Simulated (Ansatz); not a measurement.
Structure (in its standard cell), the input geometry of an electronic-structure calculation (not necessarily at equilibrium); the starting structure was generated, so it need not be a known form of this composition:

```
C
1.0
     7.36981    0.00000    0.00000
    -3.68490    6.38244    0.00000
     0.00000    0.00000    1.28864
C
3
Direct
  0.00000 0.00000 0.00000
  0.33333 0.66667 0.50000
  0.66667 0.33333 0.50000
```

Predict the [210] zone-axis pattern (200 kV, kinematic, B = 0.8 Å²).

The spots form a rectangular net whose two shortest vectors correspond to d = 3.68 Å and 1.29 Å, 90.0° apart. They are 1 -2 0 and 0 0 1 (weak). The pattern has symmetry 2mm. No reflection of this zone is absent.

Strongest reflections with d > 0.80 Å, one of each family (|F|² from tabulated Gaussian fits of the electron scattering factors, times a small damping for the curvature of the Ewald sphere):

| hkl | d (Å) | I (strongest = 100) |
| --- | --- | --- |
| 1 -2 0 | 3.685 | 100 |
| 2 -4 0 | 1.842 | 29 |
| 3 -6 0 | 1.228 | 8 |
| 4 -8 0 | 0.921 | 2 |
| 0 0 1 | 1.289 | 1 |
| 1 -2 1 | 1.216 | 1 |

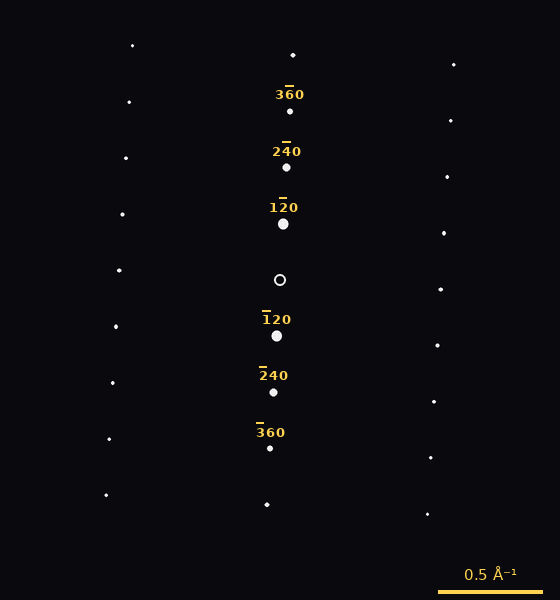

Calculated pattern, seen from the source side with [210] pointing towards the source.
